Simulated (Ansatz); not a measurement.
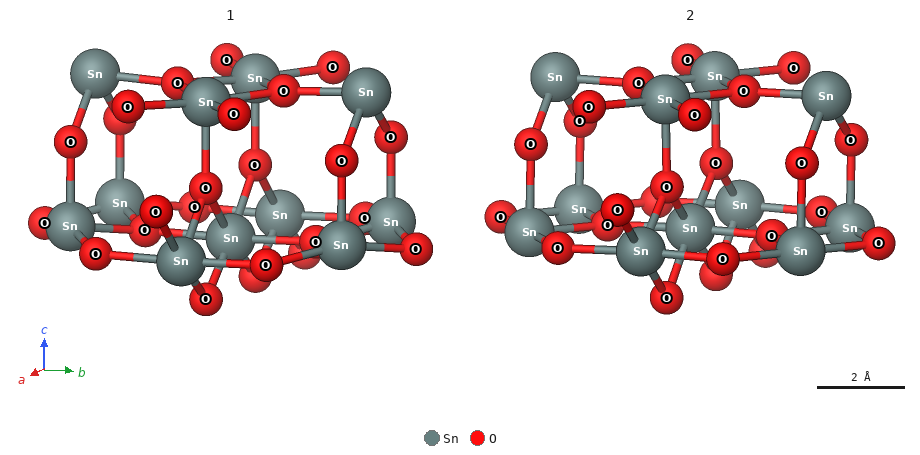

Two geometries of a slab of composition Sn16O32, drawn at one scale. One is the start of a relaxation, the other its converged end. Style: ball-and-stick. Shown: the atoms within 5.0 Å of the atom that moves most (axes of the 2 × 1 repeat of the cell, outlined in the plane, without the vacuum (origin shifted)), slightly off an axis.

Theory: Ansatz 0.2.0, DFT, PBEsol, PAW, plane waves. (plane-wave cutoff 420 eV; k-point mesh 6 × 3 × 1; no spin polarisation; atoms relaxed in a fixed cell; force threshold 0.03 eV/Å; at most 80 steps)

**Which one is relaxed?**

Structure 1 is the relaxed one. After 5 geometry steps the energy has fallen by 1.607 eV per cell of the calculation. The largest force component goes from 2.6 to 0.018 eV/Å. The atom that moves furthest relative to the layer's centre is a Sn atom (0.23 Å at 10° to the normal (−c side)). Largest moves by element: Sn 0.23 Å, O 0.17 Å. The lattice vectors keep their values. Among the contacts that change: O–Sn 2.018 → 2.163 Å, O–Sn 2.131 → 1.990 Å, O–Sn 2.056 → 2.166 Å, O–Sn 2.081 → 1.990 Å. Among the angles between lasting bonds that change: O–Sn–O 179.6° → 164.0°, O–Sn–O 179.4° → 164.0°, O–Sn–O 88.7° → 98.1°.
